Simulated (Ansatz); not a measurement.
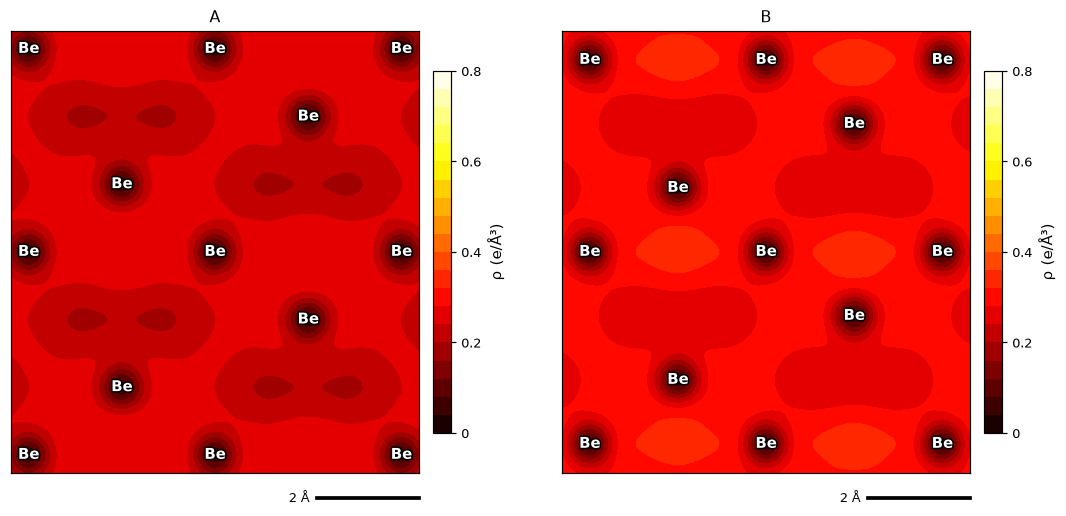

Be. The valence pseudo-density of two cells that differ in size, on the (110) plane of each (indices in the axes of the calculation cell), at one length scale and on one colour scale; one has 7.1 and the other 8.4 Å³ an atom.

Method: DFT, RPBE, plane waves (420 eV) with PAW, scalar-relativistic in Ansatz 0.2.0.

The density is the valence pseudo-density of a PAW calculation; it isn't the true density close to the nuclei.

The larger cell:

```
Be
1.0
     2.30475    0.00000    0.00000
    -1.15238    1.99597    0.00000
     0.00000    0.00000    7.33093
Be
4
Direct
  0.00000 0.00000 0.00000
  0.00000 0.00000 0.50000
  0.33333 0.66667 0.25000
  0.66667 0.33333 0.75000
```

The smaller cell: a = 2.180 Å, b = 2.180 Å, c = 6.934 Å, α = 90.00°, β = 90.00°, γ = 120.00°.

> Which panel shows the smaller cell, and what does the compression change?

Panel B is the smaller cell, by 15 % in volume. From the larger cell to the smaller, Be–Be goes from 2.26 to 2.14 Å, and the density at its midpoint from 0.26 to 0.31 e/Å³; the pressure goes from −4.3 to 19 GPa.
